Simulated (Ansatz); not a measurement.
Geometry relaxation of GaN (part 3 of 3)

Continued. System: GaN (slab, 22 atoms in the cell). Method: DFT PBEsol, scalar-relativistic, plane waves, PAW, no spin polarisation (Ansatz 0.2.0); cutoff 420 eV, 7×5×1 k-mesh, Gaussian smearing of 0.05 eV. The structure derives from a Materials Project entry. It belongs to a series of runs on one base structure; here: (2 1 0) slab, atoms relaxed.

Geometry of the input (Å; fractional positions):
```
4.4982  0.0000  0.0000
-2.2491  5.0292  0.0000
0.0000  0.0000  25.5613
N  0.1000  0.7000  0.2934
Ga 0.7000  0.4000  0.3131
N  0.8000  0.1000  0.3328
Ga 0.4000  0.8000  0.3524
N  0.5000  0.5000  0.3721
Ga 0.1000  0.2000  0.3918
N  0.2000  0.9000  0.4115
Ga 0.8000  0.6000  0.4311
N  0.9000  0.3000  0.4508
Ga 0.5000  0.0000  0.4705
N  0.6000  0.7000  0.4902
Ga 0.2000  0.4000  0.5098
N  0.3000  0.1000  0.5295
Ga 0.9000  0.8000  0.5492
N  0.0000  0.5000  0.5689
Ga 0.6000  0.2000  0.5885
N  0.7000  0.9000  0.6082
Ga 0.3000  0.6000  0.6279
N  0.4000  0.3000  0.6476
Ga 0.0000  0.0000  0.6672
N  0.1000  0.7000  0.6869
Ga 0.7000  0.4000  0.7066
```

## Output, continued
```
--- Relaxed structure (8 steps of the walk, 8 accepted, 0 SCFs on fresh bases) ---
  F+E_penalty+E_count = -45342.09943285 eV   max|allowed force component| = 1.638e-2 eV/Å
  atoms:
    - { symbol: N, position: [0.07011301875537085, 0.7337233047513219, 0.2951797444354198] }
    - { symbol: Ga, position: [0.7576834165635868, 0.42266845525383767, 0.32042542770980903] }
    - { symbol: N, position: [0.787905027243695, 0.10015196859440922, 0.33517471093777074] }
    - { symbol: Ga, position: [0.3915646299833139, 0.8051689283004395, 0.3487235373554262] }
    - { symbol: N, position: [0.4895211202106847, 0.4989999033447285, 0.3715521747274267] }
    - { symbol: Ga, position: [0.09658669409925089, 0.1925641496735687, 0.39106563076442796] }
    - { symbol: N, position: [0.19651359957254116, 0.8972790393811598, 0.4121861758898178] }
    - { symbol: Ga, position: [0.7958439913468411, 0.5999586844280022, 0.43131368779483303] }
    - { symbol: N, position: [0.8978496878550125, 0.3000434064455629, 0.4509577727623134] }
    - { symbol: Ga, position: [0.4986298091510579, -0.000843498321160642, 0.4701312804736323] }
    - { symbol: N, position: [0.5974941470014562, 0.6990696501111092, 0.4906041858552148] }
    - { symbol: Ga, position: [0.19644120982634217, 0.39978338109363126, 0.5098673113996206] }
    - { symbol: N, position: [0.29597710199682614, 0.09929665577661508, 0.5292840642315959] }
    - { symbol: Ga, position: [0.8991157373440115, 0.7977346284754073, 0.5495404746923344] }
    - { symbol: N, position: [0.0007520124377812243, 0.49922336620756474, 0.569555919220219] }
    - { symbol: Ga, position: [0.5958742677521572, 0.19955324205250646, 0.5874048298692258] }
    - { symbol: N, position: [0.6962998709400823, 0.901869635807414, 0.6078410427286909] }
    - { symbol: Ga, position: [0.3049264712155946, 0.6078663701768381, 0.6302452044474454] }
    - { symbol: N, position: [0.39593502944014836, 0.2975055921881889, 0.648775424287354] }
    - { symbol: Ga, position: [-0.007900847717320136, -0.0036492792958707177, 0.6688056126996016] }
    - { symbol: N, position: [0.0794237381816073, 0.6992347967002575, 0.6860299510723595] }
    - { symbol: Ga, position: [0.7634502667999576, 0.3527976188544692, 0.6953358366454615] }
```

## Trajectory as extended XYZ (Å, eV, eV/Å), 8 frames, from step=1 to step=8
```
22
Lattice="4.4982 0.0000 0.0000 -2.2491 5.0292 0.0000 0.0000 0.0000 25.5613" Properties=species:S:1:pos:R:3:forces:R:3 step=1 energy=-45340.99002
N    -1.1246    3.5204    7.5000   -0.8901  -0.6498   0.4006
Ga    2.2491    2.0117    8.0029    2.2241   0.9719   0.9259
N     3.3737    0.5029    8.5058   -0.6463  -0.0881   0.2753
Ga    0.0000    4.0233    9.0088   -0.1927   0.2323  -1.2127
N     1.1246    2.5146    9.5117   -0.2596  -0.4332  -0.1332
Ga    0.0000    1.0058   10.0146   -0.2226  -0.1889  -0.7787
N    -1.1246    4.5263   10.5175   -0.1356   0.0501   0.5873
Ga    2.2491    3.0175   11.0204    0.3001   0.0620  -0.2439
N     3.3737    1.5088   11.5233   -0.0232   0.0460   0.3614
Ga    2.2491    0.0000   12.0263   -0.0228   0.0439  -0.2921
N     1.1246    3.5204   12.5292   -0.0405  -0.0222   0.1681
Ga    0.0000    2.0117   13.0321   -0.0826  -0.0296  -0.1868
N     1.1246    0.5029   13.5350   -0.0358   0.0181   0.2481
Ga    2.2491    4.0233   14.0379    0.1799  -0.0584  -0.1661
N    -1.1246    2.5146   14.5408   -0.0494  -0.0782  -0.0649
Ga    2.2491    1.0058   15.0438    0.1815  -0.0265  -0.2870
N     1.1246    4.5263   15.5467   -0.3369   0.2267   0.1982
Ga    0.0000    3.0175   16.0496   -0.4893   0.2949   0.4686
N     1.1246    1.5088   16.5525   -0.7142   0.0757   0.3163
Ga    0.0000    0.0000   17.0554    0.8956  -0.8688  -0.1594
N    -1.1246    3.5204   17.5583   -1.0898   0.2308   0.1336
Ga    2.2491    2.0117   18.0613    1.4504   0.1914  -0.5587
22
Lattice="4.4982 0.0000 0.0000 -2.2491 5.0292 0.0000 0.0000 0.0000 25.5613" Properties=species:S:1:pos:R:3:forces:R:3 step=2 energy=-45341.67241
N    -1.1736    3.5821    7.4773   -0.7060  -0.5692   0.5232
Ga    2.3726    2.0671    8.1207    1.1648   0.4796   0.1821
N     3.3672    0.4657    8.5149   -0.5076   0.2407   0.2806
Ga   -0.0355    4.0186    8.9708    0.0596   0.3110  -0.7912
N     1.0908    2.5095    9.5198    0.0942  -0.3329  -0.2234
Ga   -0.0174    0.9841    9.9996    0.0335  -0.2438  -0.4262
N    -1.1313    4.5202   10.5215   -0.0959   0.0270   0.3831
Ga    2.2433    3.0131   11.0133    0.0729   0.1105   0.0428
N     3.3689    1.5056   11.5242   -0.0701   0.0438   0.2172
Ga    2.2415    0.0002   12.0223   -0.0089  -0.0283  -0.2010
N     1.1190    3.5196   12.5293   -0.0253  -0.0046   0.1277
Ga   -0.0093    2.0128   13.0291   -0.0169   0.0175  -0.1167
N     1.1153    0.5052   13.5374   -0.0387   0.0246   0.1598
Ga    2.2404    4.0256   14.0390    0.0387  -0.0500  -0.1779
N    -1.1296    2.5208   14.5434   -0.0814  -0.0436  -0.0144
Ga    2.2353    1.0199   15.0399    0.1390  -0.0301  -0.2547
N     1.0991    4.5359   15.5461   -0.1167   0.0863   0.1049
Ga   -0.0316    3.0391   16.0743   -0.0585   0.1363   0.3087
N     1.1025    1.5223   16.5568   -0.3213   0.0198   0.3406
Ga    0.0272   -0.0284   17.0255    0.2806  -0.3674   0.1218
N    -1.1295    3.5359   17.5869   -0.7921   0.0825  -0.0098
Ga    2.4015    1.9197   17.9818    0.9537   0.0912  -0.5771
22
Lattice="4.4982 0.0000 0.0000 -2.2491 5.0292 0.0000 0.0000 0.0000 25.5613" Properties=species:S:1:pos:R:3:forces:R:3 step=3 energy=-45342.00442
N    -1.2476    3.6055    7.5042   -0.1533   0.0509   0.1668
Ga    2.4488    2.0938    8.1700    0.1686  -0.0403   0.0676
N     3.3443    0.4726    8.5370   -0.2305   0.0519   0.1178
Ga   -0.0438    4.0260    8.9303    0.1265   0.1262  -0.2800
N     1.0918    2.4959    9.5023    0.0151  -0.0768  -0.0793
Ga   -0.0123    0.9645    9.9844    0.1552  -0.0802  -0.0217
N    -1.1280    4.5113   10.5296   -0.0954   0.0169   0.0700
Ga    2.2382    3.0141   11.0149   -0.0275   0.0123   0.0617
N     3.3683    1.5059   11.5262   -0.0433   0.0047   0.0340
Ga    2.2399   -0.0004   12.0176    0.0046   0.0169  -0.0361
N     1.1140    3.5200   12.5351    0.0039  -0.0055  -0.0140
Ga   -0.0142    2.0155   13.0279   -0.0139  -0.0152   0.0056
N     1.1092    0.5067   13.5406   -0.0201   0.0192   0.0095
Ga    2.2359    4.0250   14.0369   -0.0047  -0.0002   0.0243
N    -1.1308    2.5245   14.5510   -0.0596  -0.0029   0.0013
Ga    2.2289    1.0256   15.0343   -0.0063  -0.0368  -0.1189
N     1.0877    4.5442   15.5518   -0.0476  -0.0620  -0.0945
Ga   -0.0429    3.0568   16.1031    0.2242   0.1085   0.0697
N     1.0836    1.5225   16.5754    0.1462   0.0126   0.2079
Ga    0.0156   -0.0362   17.0355   -0.1690   0.1637   0.1877
N    -1.1693    3.5546   17.5877   -0.2641  -0.2802   0.0047
Ga    2.5493    1.8461   17.8781    0.2890   0.0196  -0.3842
22
Lattice="4.4982 0.0000 0.0000 -2.2491 5.0292 0.0000 0.0000 0.0000 25.5613" Properties=species:S:1:pos:R:3:forces:R:3 step=4 energy=-45342.08018
N    -1.3282    3.6840    7.5480   -0.0179   0.0651  -0.0284
Ga    2.4561    2.1366    8.2081   -0.0782  -0.1102  -0.0935
N     3.3113    0.5079    8.5680   -0.0118   0.0220  -0.0053
Ga   -0.0575    4.0578    8.9164    0.0589  -0.0259   0.0173
N     1.0685    2.5117    9.5056    0.0180   0.0322  -0.0388
Ga   -0.0128    0.9704    9.9927    0.0879  -0.0196   0.0845
N    -1.1424    4.5153   10.5386   -0.0432   0.0279  -0.0334
Ga    2.2232    3.0193   11.0219   -0.0142   0.0119   0.0848
N     3.3572    1.5120   11.5327   -0.0213   0.0010  -0.0609
Ga    2.2356    0.0007   12.0143    0.0139  -0.0126   0.0457
N     1.1073    3.5204   12.5412    0.0102  -0.0017  -0.0591
Ga   -0.0185    2.0129   13.0292   -0.0016   0.0097   0.0580
N     1.1041    0.5028   13.5341    0.0234   0.0191  -0.0518
Ga    2.2439    4.0162   14.0363   -0.0071  -0.0052   0.1113
N    -1.1215    2.5179   14.5586   -0.0234  -0.0109  -0.0682
Ga    2.2366    1.0098   15.0136   -0.0751  -0.0212  -0.0054
N     1.1006    4.5393   15.5442    0.0092  -0.1392  -0.2029
Ga   -0.0009    3.0487   16.1059    0.1394   0.0909   0.0484
N     1.1091    1.4927   16.5792    0.2287   0.0021   0.0315
Ga    0.0075   -0.0484   17.0585   -0.0837   0.1107   0.2052
N    -1.1837    3.5143   17.5594   -0.0347  -0.2093  -0.0654
Ga    2.6710    1.7525   17.7673   -0.1779   0.1637   0.0256
22
Lattice="4.4982 0.0000 0.0000 -2.2491 5.0292 0.0000 0.0000 0.0000 25.5613" Properties=species:S:1:pos:R:3:forces:R:3 step=5 energy=-45342.09557
N    -1.3354    3.6918    7.5442    0.0185   0.0478  -0.0200
Ga    2.4592    2.1325    8.1937   -0.0456  -0.0501  -0.0328
N     3.3168    0.5088    8.5651   -0.0013  -0.0026  -0.0134
Ga   -0.0516    4.0562    8.9076    0.0192  -0.0375   0.0501
N     1.0770    2.5110    9.4964   -0.0185   0.0309  -0.0092
Ga   -0.0029    0.9698    9.9909    0.0290   0.0083   0.0613
N    -1.1375    4.5140   10.5345   -0.0069   0.0059  -0.0347
Ga    2.2273    3.0188   11.0212   -0.0062  -0.0012   0.0344
N     3.3613    1.5106   11.5283   -0.0048   0.0009  -0.0441
Ga    2.2407   -0.0019   12.0130    0.0113  -0.0069   0.0320
N     1.1121    3.5177   12.5401   -0.0033  -0.0022  -0.0446
Ga   -0.0171    2.0114   13.0304   -0.0055   0.0083   0.0390
N     1.1061    0.5003   13.5305    0.0076   0.0060  -0.0233
Ga    2.2477    4.0124   14.0407   -0.0093  -0.0017   0.0705
N    -1.1205    2.5129   14.5602   -0.0001  -0.0052  -0.0224
Ga    2.2320    1.0052   15.0144   -0.0088   0.0046   0.0389
N     1.1016    4.5352   15.5405    0.0101  -0.0519  -0.0642
Ga    0.0021    3.0522   16.1137    0.0345   0.0129   0.0125
N     1.1127    1.4925   16.5870    0.0646  -0.0083   0.0074
Ga   -0.0116   -0.0358   17.0814   -0.0451   0.0891   0.0720
N    -1.2027    3.5131   17.5548    0.0205  -0.0818  -0.0605
Ga    2.6493    1.7659   17.7855   -0.0600   0.0347  -0.0491
22
Lattice="4.4982 0.0000 0.0000 -2.2491 5.0292 0.0000 0.0000 0.0000 25.5613" Properties=species:S:1:pos:R:3:forces:R:3 step=6 energy=-45342.09879
N    -1.3314    3.6940    7.5502   -0.0140  -0.0031  -0.0216
Ga    2.4570    2.1275    8.1871    0.0146   0.0115   0.0184
N     3.3204    0.5075    8.5681   -0.0041  -0.0095  -0.0070
Ga   -0.0463    4.0523    8.9161   -0.0067  -0.0083   0.0027
N     1.0802    2.5103    9.4964    0.0038  -0.0032  -0.0005
Ga    0.0017    0.9702    9.9968    0.0026  -0.0019  -0.0005
N    -1.1347    4.5123   10.5353    0.0001   0.0114   0.0074
Ga    2.2300    3.0169   11.0238    0.0035   0.0031   0.0070
N     3.3632    1.5088   11.5277   -0.0010  -0.0022  -0.0129
Ga    2.2438   -0.0045   12.0169    0.0002  -0.0014   0.0072
N     1.1146    3.5156   12.5394    0.0011  -0.0058   0.0039
Ga   -0.0156    2.0094   13.0324   -0.0008   0.0003   0.0076
N     1.1080    0.4979   13.5302   -0.0062   0.0127  -0.0063
Ga    2.2487    4.0112   14.0473    0.0059   0.0036  -0.0058
N    -1.1209    2.5094   14.5571    0.0040  -0.0013   0.0037
Ga    2.2290    1.0033   15.0183    0.0117  -0.0069  -0.0154
N     1.1043    4.5362   15.5373   -0.0121  -0.0088  -0.0004
Ga    0.0060    3.0554   16.1059    0.0211  -0.0106  -0.0122
N     1.1103    1.4936   16.5858    0.0065   0.0039   0.0048
Ga   -0.0311   -0.0204   17.1022    0.0230   0.0160  -0.0430
N    -1.2122    3.5148   17.5250   -0.0525  -0.0116   0.0739
Ga    2.6415    1.7731   17.7743   -0.0005   0.0121  -0.0110
22
Lattice="4.4982 0.0000 0.0000 -2.2491 5.0292 0.0000 0.0000 0.0000 25.5613" Properties=species:S:1:pos:R:3:forces:R:3 step=7 energy=-45342.09943
N    -1.3348    3.6900    7.5452    0.0129   0.0117   0.0147
Ga    2.4576    2.1257    8.1905   -0.0021  -0.0047  -0.0101
N     3.3189    0.5037    8.5675    0.0069   0.0045   0.0067
Ga   -0.0496    4.0493    8.9138    0.0005   0.0002  -0.0007
N     1.0797    2.5096    9.4973   -0.0026  -0.0038   0.0038
Ga    0.0014    0.9684    9.9961   -0.0020   0.0003  -0.0033
N    -1.1341    4.5126   10.5360   -0.0030  -0.0071  -0.0056
Ga    2.2305    3.0173   11.0249   -0.0055  -0.0002  -0.0056
N     3.3639    1.5090   11.5271   -0.0024  -0.0016   0.0047
Ga    2.2448   -0.0042   12.0172   -0.0001   0.0001  -0.0086
N     1.1154    3.5157   12.5405    0.0000   0.0019   0.0000
Ga   -0.0155    2.0106   13.0329    0.0009   0.0017  -0.0029
N     1.1080    0.4994   13.5292   -0.0028  -0.0019   0.0010
Ga    2.2502    4.0119   14.0470   -0.0076  -0.0032  -0.0006
N    -1.1194    2.5107   14.5586    0.0001   0.0029  -0.0019
Ga    2.2316    1.0036   15.0148   -0.0052   0.0089   0.0163
N     1.1037    4.5357   15.5372   -0.0056  -0.0004  -0.0139
Ga    0.0045    3.0571   16.1099    0.0027  -0.0034   0.0118
N     1.1119    1.4962   16.5835    0.0002  -0.0146  -0.0047
Ga   -0.0273   -0.0184   17.0955    0.0032   0.0064   0.0053
N    -1.2154    3.5166   17.5358    0.0138   0.0028  -0.0106
Ga    2.6407    1.7743   17.7737   -0.0025  -0.0003   0.0041
22
Lattice="4.4982 0.0000 0.0000 -2.2491 5.0292 0.0000 0.0000 0.0000 25.5613" Properties=species:S:1:pos:R:3:forces:R:3 step=8 energy=-45342.09943
N    -1.3348    3.6900    7.5452    0.0130   0.0114   0.0150
Ga    2.4576    2.1257    8.1905   -0.0021  -0.0041  -0.0103
N     3.3189    0.5037    8.5675    0.0070   0.0044   0.0067
Ga   -0.0496    4.0493    8.9138    0.0002  -0.0001  -0.0009
N     1.0797    2.5096    9.4973   -0.0026  -0.0038   0.0039
Ga    0.0014    0.9684    9.9961   -0.0018   0.0004  -0.0031
N    -1.1341    4.5126   10.5360   -0.0029  -0.0071  -0.0056
Ga    2.2305    3.0173   11.0249   -0.0055  -0.0001  -0.0056
N     3.3639    1.5090   11.5271   -0.0024  -0.0016   0.0047
Ga    2.2448   -0.0042   12.0172   -0.0001   0.0001  -0.0086
N     1.1154    3.5157   12.5405    0.0000   0.0018   0.0000
Ga   -0.0155    2.0106   13.0329    0.0009   0.0017  -0.0029
N     1.1080    0.4994   13.5292   -0.0028  -0.0018   0.0009
Ga    2.2502    4.0119   14.0470   -0.0076  -0.0033  -0.0006
N    -1.1194    2.5107   14.5586    0.0001   0.0028  -0.0020
Ga    2.2316    1.0036   15.0148   -0.0053   0.0089   0.0164
N     1.1037    4.5357   15.5372   -0.0055  -0.0004  -0.0139
Ga    0.0045    3.0571   16.1099    0.0028  -0.0035   0.0117
N     1.1119    1.4962   16.5835    0.0002  -0.0146  -0.0047
Ga   -0.0273   -0.0184   17.0955    0.0031   0.0065   0.0054
N    -1.2154    3.5166   17.5358    0.0138   0.0028  -0.0105
Ga    2.6407    1.7743   17.7737   -0.0025  -0.0005   0.0041
```

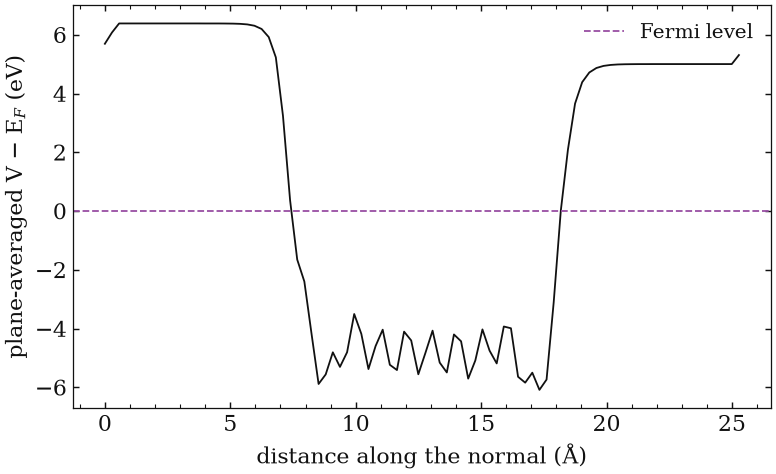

Figure 1. Plane average of the electrostatic potential energy of an electron across the cell, from the Fermi level. The vacuum level lies 5.00 eV above the Fermi level on the upper side and 6.39 eV on the lower.

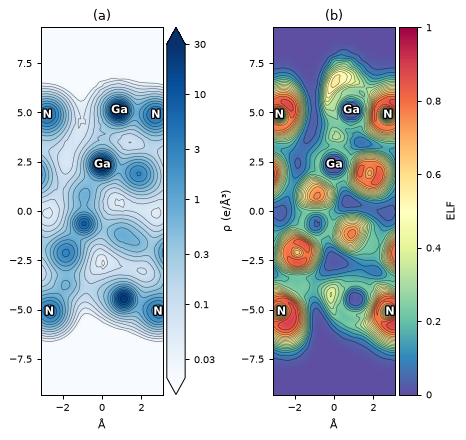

Figure 2. (a) valence pseudo-density; (b) electron localisation function on the (11̄0) plane of the calculation cell, a cut from vacuum to vacuum. Atoms in the plane: N and Ga. Ga–N (1.87 Å): ρ at the midpoint is about 0.86 e/Å³; the ELF is about 0.50 at the midpoint. The density dies away to nearly zero in the vacuum. The fields are those of the smooth PAW valence density.

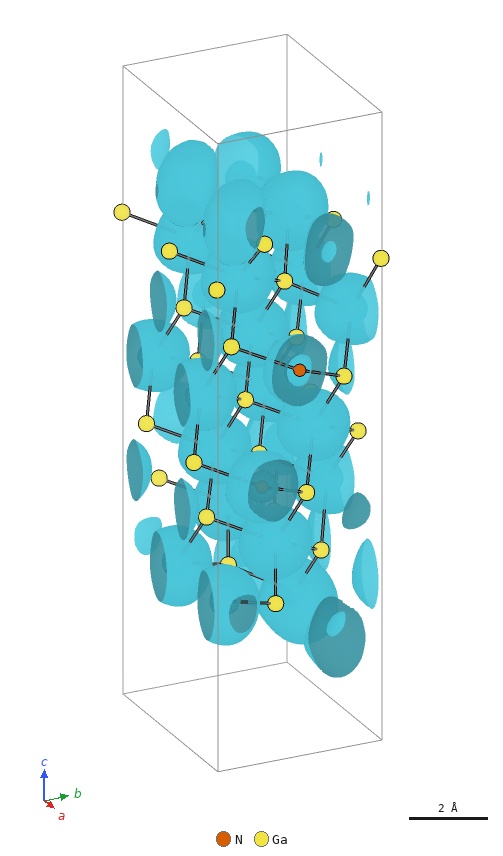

Figure 3. Isosurface of the electron localisation function at 0.65 (cyan), seen slightly off an axis. Only the valence region is drawn (cores and ρ < 0.01 e/Å³ removed). Sticks mark near contacts. Profiles from the grid: Ga–N (1.83 Å): the ELF is about 0.55 at the midpoint. Ga–N (1.87 Å): the ELF is about 0.50 at the midpoint.

## Results in brief

- outcome: converged
- electrons treated: 198
- free energy: −45342.0994 eV
- work function, top face: 5.00 eV
- work function, bottom face: 6.39 eV
- Fermi energy: 1.087 eV
- gap on the k-point mesh: none (metallic)
- final volume: 578.26 Å³
- work function (upper face): 5.00 eV
- largest force (length of the vector) at the end: 0.023 eV/Å
- wall time: 25 min (CPU time 49 min)
- peak memory: 1.7 GiB

Warnings of the run: the exchange-correlation potential is rough where the density is thin.
